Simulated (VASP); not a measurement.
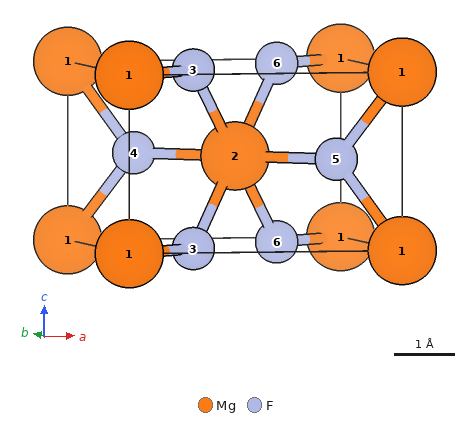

Fig. 1: The input geometry (ball-and-stick view of the cell of the calculation, seen at an oblique angle; atoms are numbered from 1 in the order of the input). An atom can appear more than once, as a periodic image. Near neighbours in the periodic cell (some may lie outside the picture): Mg has 6 F at 2.00 to 2.02 Å; F has 3 Mg at 2.00 to 2.02 Å.

**MgF₂: band-structure calculation**

MgF₂ (P4₂/mnm, 6 atoms in the cell), computed with DFT, PBE, plane waves, PAW (VASP 6.6.1).

The structure was built on a prototype by a generator. The geometry comes from this level: r2SCAN (a point of a series of strains). It belongs to a series of runs on one base structure; here: epitaxial_xy strain +2.0%.

INCAR
```
ENCUT = 520.000000
SIGMA = 0.020000
EDIFF = 1.00e-07
GGA = PE
PREC = Accurate
IBRION = -1
ISIF = 2
ISMEAR = -1
NBANDS = 25
NELM = 120
NSW = 0
LASPH = .TRUE.
LCHARG = .FALSE.
LWAVE = .FALSE.
LREAL = .FALSE.
```

KPOINTS
```
KPOINTS created by Atomic Simulation Environment
0
Gamma
6 6 8
0 0 0
```

KPOINTS_OPT
```
special points
6
Reciprocal
0.0000000000 0.0000000000 0.0000000000 1
0.0000000000 0.5000000000 0.0000000000 1
0.5000000000 0.5000000000 0.0000000000 1
0.0000000000 0.0000000000 0.5000000000 1
0.0000000000 0.5000000000 0.5000000000 1
0.5000000000 0.5000000000 0.5000000000 1
```

POSCAR
```
Mg F
 1.0000000000000000
     4.7144563144999996    0.0000000000000000    0.0000000000000000
     0.0000000000000000    4.7144563144999996    0.0000000000000000
     0.0000000000000000    0.0000000000000000    3.0108253242999998
 Mg  F
   2   4
Cartesian
 -0.0000000000000000 -0.0000000000000000  0.0000000000000000
  2.3572281572499998  2.3572281572499998  1.5054126621499999
  1.4283878387078293  1.4283878387078293  0.0000000000000000
  0.9288403185421706  3.7856159959578290  1.5054126621499999
  3.7856159959578290  0.9288403185421706  1.5054126621499999
  3.2860684757921708  3.2860684757921708  0.0000000000000000
```

Run on 1 CPU thread, shared host.

Launch command:
```bash
mpirun -np 1 vasp_std
```

OSZICAR
```
N       E                     dE             d eps       ncg     rms          rms(c)
DAV:   1     0.172854946205E+03    0.17285E+03   -0.17668E+04  2564   0.120E+03
DAV:   2    -0.256238477177E+02   -0.19848E+03   -0.19182E+03  3089   0.288E+02
DAV:   3    -0.340558555745E+02   -0.84320E+01   -0.84095E+01  3131   0.582E+01
DAV:   4    -0.341013341328E+02   -0.45479E-01   -0.45472E-01  2856   0.487E+00
DAV:   5    -0.341015606036E+02   -0.22647E-03   -0.22646E-03  3009   0.335E-01    0.100E+01
DAV:   6    -0.314707998298E+02    0.26308E+01   -0.81839E+00  2806   0.205E+01    0.299E+00
DAV:   7    -0.314910688395E+02   -0.20269E-01   -0.87748E-02  2618   0.192E+00    0.191E+00
DAV:   8    -0.315204613028E+02   -0.29392E-01   -0.58885E-02  2592   0.231E+00    0.202E-01
DAV:   9    -0.315205936232E+02   -0.13232E-03   -0.10592E-03  3214   0.228E-01    0.817E-02
DAV:  10    -0.315211114834E+02   -0.51786E-03   -0.47736E-04  2576   0.153E-01    0.168E-02
DAV:  11    -0.315211115174E+02   -0.34014E-07   -0.71574E-06  3202   0.229E-02    0.369E-03
DAV:  12    -0.315211121855E+02   -0.66806E-06   -0.12964E-06  2604   0.906E-03    0.108E-03
DAV:  13    -0.315211121695E+02    0.16020E-07   -0.12367E-07  2362   0.280E-03
   1 F= -.31521112E+02 E0= -.31521112E+02  d E =-.120425E-12
       N       E                     dE             ncg
DAV:   1     0.221079612348E+04   -0.54543E+04      308
DAV:   2     0.104558567441E+04   -0.11652E+04      371
DAV:   3     0.992478668865E+03   -0.53107E+02      381
DAV:   4     0.992166909220E+03   -0.31176E+00      335
DAV:   5     0.992165267625E+03   -0.16416E-02      370
DAV:   6     0.992165255702E+03   -0.11923E-04      343
DAV:   7     0.992165255600E+03   -0.10108E-06      333
DAV:   8     0.992165255597E+03   -0.31023E-08      239
```

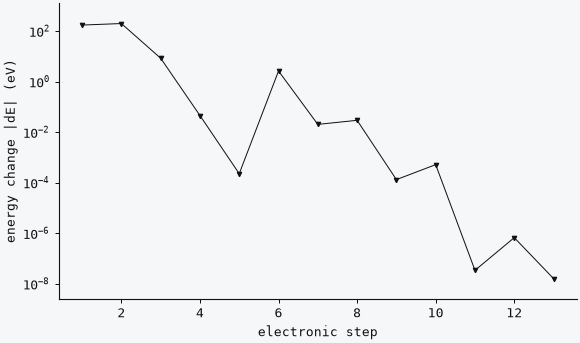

Fig. 2: Convergence of the self-consistent field: energy change |dE| against the electronic step. It takes 13 electronic steps. The density is held fixed in the first few steps, and dE rises again when its update begins.

Parts of OUTCAR
```
k-points           NKPTS =     50   k-points in BZ     NKDIM =     50   number of bands    NBANDS=     25

   NELECT =      32.0000    total number of electrons

   dimension x,y,z NGX =    36 NGY =   36 NGZ =   24
   dimension x,y,z NGXF=    72 NGYF=   72 NGZF=   48

  energy-cutoff  :      520.00
  volume of cell :       66.92
      direct lattice vectors                 reciprocal lattice vectors
     4.714456314  0.000000000  0.000000000     0.212113536  0.000000000  0.000000000
     0.000000000  4.714456314  0.000000000     0.000000000  0.212113536  0.000000000
     0.000000000  0.000000000  3.010825324     0.000000000  0.000000000  0.332134844

 k-points in reciprocal lattice and weights: KPOINTS created by Atomic Simulation Env
   0.00000000  0.00000000  0.00000000       0.003
   0.16666667  0.00000000  0.00000000       0.014
   0.33333333  0.00000000  0.00000000       0.014
   0.50000000  0.00000000  0.00000000       0.007
   0.16666667  0.16666667  0.00000000       0.014
   0.33333333  0.16666667  0.00000000       0.028
   0.50000000  0.16666667  0.00000000       0.014
   0.33333333  0.33333333  0.00000000       0.014
   0.50000000  0.33333333  0.00000000       0.014
   0.50000000  0.50000000  0.00000000       0.003
   0.00000000  0.00000000  0.12500000       0.007
   0.16666667  0.00000000  0.12500000       0.028
   0.33333333  0.00000000  0.12500000       0.028
   0.50000000  0.00000000  0.12500000       0.014
   0.16666667  0.16666667  0.12500000       0.028
   0.33333333  0.16666667  0.12500000       0.056
   0.50000000  0.16666667  0.12500000       0.028
   0.33333333  0.33333333  0.12500000       0.028
   0.50000000  0.33333333  0.12500000       0.028
   0.50000000  0.50000000  0.12500000       0.007
   0.00000000  0.00000000  0.25000000       0.007
   0.16666667  0.00000000  0.25000000       0.028
   0.33333333  0.00000000  0.25000000       0.028
   0.50000000  0.00000000  0.25000000       0.014
   0.16666667  0.16666667  0.25000000       0.028
   0.33333333  0.16666667  0.25000000       0.056
   0.50000000  0.16666667  0.25000000       0.028
   0.33333333  0.33333333  0.25000000       0.028
   0.50000000  0.33333333  0.25000000       0.028
   0.50000000  0.50000000  0.25000000       0.007
   0.00000000  0.00000000  0.37500000       0.007
   0.16666667  0.00000000  0.37500000       0.028
   0.33333333  0.00000000  0.37500000       0.028
   0.50000000  0.00000000  0.37500000       0.014
   0.16666667  0.16666667  0.37500000       0.028
   0.33333333  0.16666667  0.37500000       0.056
   0.50000000  0.16666667  0.37500000       0.028
   0.33333333  0.33333333  0.37500000       0.028
   0.50000000  0.33333333  0.37500000       0.028
   0.50000000  0.50000000  0.37500000       0.007
   0.00000000  0.00000000  0.50000000       0.003
   0.16666667  0.00000000  0.50000000       0.014
   0.33333333  0.00000000  0.50000000       0.014
   0.50000000  0.00000000  0.50000000       0.007
   0.16666667  0.16666667  0.50000000       0.014
   0.33333333  0.16666667  0.50000000       0.028
   0.50000000  0.16666667  0.50000000       0.014
   0.33333333  0.33333333  0.50000000       0.014
   0.50000000  0.33333333  0.50000000       0.014
   0.50000000  0.50000000  0.50000000       0.003

 E-fermi :  -0.8897

 k-point     1 :       0.0000    0.0000    0.0000
  band No.  band energies     occupation
      1     -22.0428      2.00000
      2     -21.3092      2.00000
      3     -21.3092      2.00000
      4     -21.2109      2.00000
      5      -5.3996      2.00000
      6      -3.7891      2.00000
      7      -3.4893      2.00000
      8      -3.4893      2.00000
      9      -3.2069      2.00000
     10      -3.1044      2.00000
     11      -2.5173      2.00000
     12      -2.5173      2.00000
     13      -2.0659      2.00000
     14      -1.7203      2.00000
     15      -1.7203      2.00000
     16      -1.3766      2.00000
     17       5.5895      0.00000
     18      10.7801      0.00000
     19      10.7801      0.00000
     20      12.4726      0.00000
     21      12.8436      0.00000
     22      13.9186      0.00000
     23      14.1791      0.00000
     24      16.6477      0.00000
     25      16.6477      0.00000

 k-point     2 :       0.1667    0.0000    0.0000
  band No.  band energies     occupation
      1     -22.0017      2.00000
      2     -21.3868      2.00000
      3     -21.2964      2.00000
      4     -21.1914      2.00000
      5      -5.3003      2.00000
      6      -3.8051      2.00000
      7      -3.7650      2.00000
      8      -3.3293      2.00000
      9      -3.0677      2.00000
     10      -2.9681      2.00000
     11      -2.5596      2.00000
     12      -2.4877      2.00000
     13      -2.0967      2.00000
     14      -1.9526      2.00000
     15      -1.7376      2.00000
     16      -1.4436      2.00000
     17       5.9268      0.00000
     18      10.2352      0.00000
     19      10.9565      0.00000
     20      12.5503      0.00000
     21      13.1757      0.00000
     22      14.0793      0.00000
     23      14.1242      0.00000
     24      16.4043      0.00000
     25      16.7605      0.00000

 k-point     3 :       0.3333    0.0000    0.0000
  band No.  band energies     occupation
      1     -21.8867      2.00000
      2     -21.5424      2.00000
      3     -21.2638      2.00000
      4     -21.1935      2.00000
      5      -5.0350      2.00000
      6      -4.2464      2.00000
      7      -3.5618      2.00000
      8      -3.0153      2.00000
      9      -2.9657      2.00000
     10      -2.7698      2.00000
     11      -2.6728      2.00000
     12      -2.4934      2.00000
     13      -2.4064      2.00000
     14      -2.1804      2.00000
     15      -1.7720      2.00000
     16      -1.6125      2.00000
     17       6.7986      0.00000
     18       9.1565      0.00000
     19      11.4423      0.00000
     20      12.4759      0.00000
     21      13.6254      0.00000
     22      13.9020      0.00000
     23      14.8461      0.00000
     24      16.1591      0.00000
     25      16.6122      0.00000

 k-point     4 :       0.5000    0.0000    0.0000
  band No.  band energies     occupation
      1     -21.7223      2.00000
      2     -21.7223      2.00000
      3     -21.2237      2.00000
      4     -21.2237      2.00000
      5      -4.6687      2.00000
      6      -4.6687      2.00000
      7      -3.1183      2.00000
      8      -3.1183      2.00000
      9      -2.8220      2.00000
     10      -2.8220      2.00000
     11      -2.7588      2.00000
     12      -2.7588      2.00000
     13      -2.2940      2.00000
     14      -2.2940      2.00000
     15      -1.7551      2.00000
     16      -1.7551      2.00000
     17       7.9465      0.00000
     18       7.9465      0.00000
     19      12.0602      0.00000
     20      12.0602      0.00000
     21      13.7794      0.00000
     22      13.7794      0.00000
     23      15.8466      0.00000
     24      15.8466      0.00000
     25      16.7759      0.00000

 k-point     5 :       0.1667    0.1667    0.0000
  band No.  band energies     occupation
      1     -21.9625      2.00000
      2     -21.4106      2.00000
      3     -21.3203      2.00000
      4     -21.1880      2.00000
      5      -5.2067      2.00000
      6      -3.9153      2.00000
      7      -3.7628      2.00000
      8      -3.2520      2.00000
      9      -3.0314      2.00000
     10      -2.8401      2.00000
     11      -2.5311      2.00000
     12      -2.5277      2.00000
     13      -2.1284      2.00000
     14      -2.1150      2.00000
     15      -1.7962      2.00000
     16      -1.5055      2.00000
     17       6.2407      0.00000
     18      10.3675      0.00000
     19      10.4560      0.00000
     20      12.6074      0.00000
     21      13.4940      0.00000
     22      14.0116      0.00000
     23      14.2692      0.00000
     24      16.5873      0.00000
     25      16.5915      0.00000

 [... the levels of 44 k-points are left out ...]

 k-point    50 :       0.5000    0.5000    0.5000
  band No.  band energies     occupation
      1     -21.4143      2.00000
      2     -21.4143      2.00000
      3     -21.2519      2.00000
      4     -21.2519      2.00000
      5      -5.0339      2.00000
      6      -5.0339      2.00000
      7      -4.3071      2.00000
      8      -4.3071      2.00000
      9      -2.8620      2.00000
     10      -2.8620      2.00000
     11      -2.8123      2.00000
     12      -2.8123      2.00000
     13      -1.9779      2.00000
     14      -1.9779      2.00000
     15      -1.8754      2.00000
     16      -1.8754      2.00000
     17      11.5753      0.00000
     18      11.5753      0.00000
     19      11.8689      0.00000
     20      11.8689      0.00000
     21      13.2017      0.00000
     22      13.2017      0.00000
     23      13.5695      0.00000
     24      13.5695      0.00000
     25      16.3466      0.00000

  Total        0.0341845      0.0341845      1.7268333      0.0000000      0.0000000      0.0000000
  in kB        0.8184476      0.8184476     41.3439716      0.0000000      0.0000000      0.0000000
  external PRESSURE =      14.3269556 kB  Pullay stress =       0.0000000 kB

 POSITION                                       TOTAL-FORCE (eV/Angst)
 -----------------------------------------------------------------------------------
      0.00000      0.00000      0.00000        -0.000000     -0.000000     -0.000000
      2.35723      2.35723      1.50541        -0.000000     -0.000000     -0.000000
      1.42839      1.42839      0.00000        -0.021065     -0.021065      0.000000
      0.92884      3.78562      1.50541         0.021065     -0.021065     -0.000000
      3.78562      0.92884      1.50541        -0.021065      0.021065     -0.000000
      3.28607      3.28607      0.00000         0.021065      0.021065     -0.000000
 -----------------------------------------------------------------------------------
    total drift:                                0.000000     -0.000000     -0.000000

  FREE ENERGIE OF THE ION-ELECTRON SYSTEM (eV)
  ---------------------------------------------------
  free  energy   TOTEN  =       -31.5211121695 eV

  energy  without entropy=      -31.5211121695  energy(sigma->0) =      -31.52111217
```

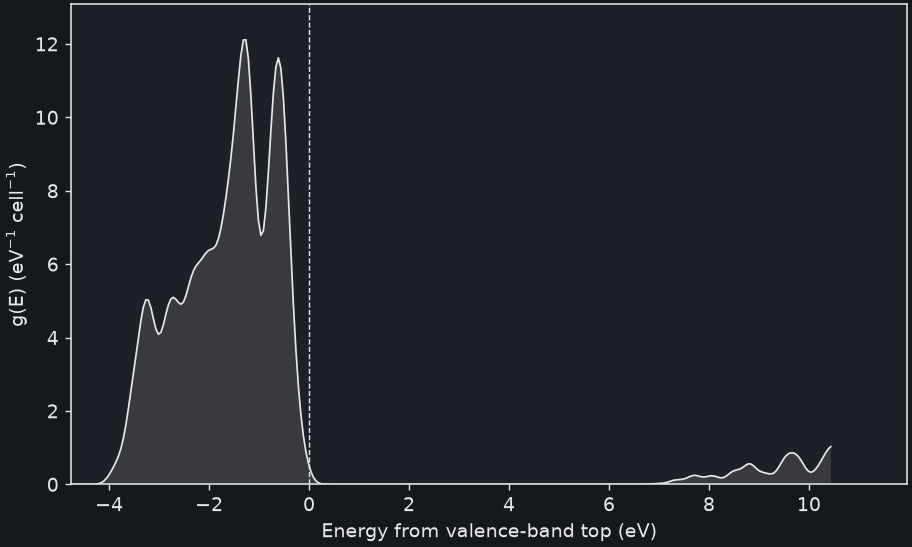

Fig. 3: Density of states (the curve is built from the levels of the k mesh with Gaussians 0.3 eV wide, which also blur the band edges), with energies from the valence-band top. There is a gap of 6.97 eV on the k-point mesh. Small ripples come from the finite k-point mesh.

Key numbers

| quantity | value |
| --- | --- |
| outcome | converged |
| space group (tolerance 0.01 Å) | P4₂/mnm (136) |
| electrons treated | 32 |
| free energy | −31.5211 eV |
| Fermi energy | −0.890 eV |
| band gap | 6.97 eV |
| pressure | 1.43 GPa |
| largest force (length of the vector) | 0.030 eV/Å |
| wall time | 53 s |
| peak memory | 0.25 GiB |
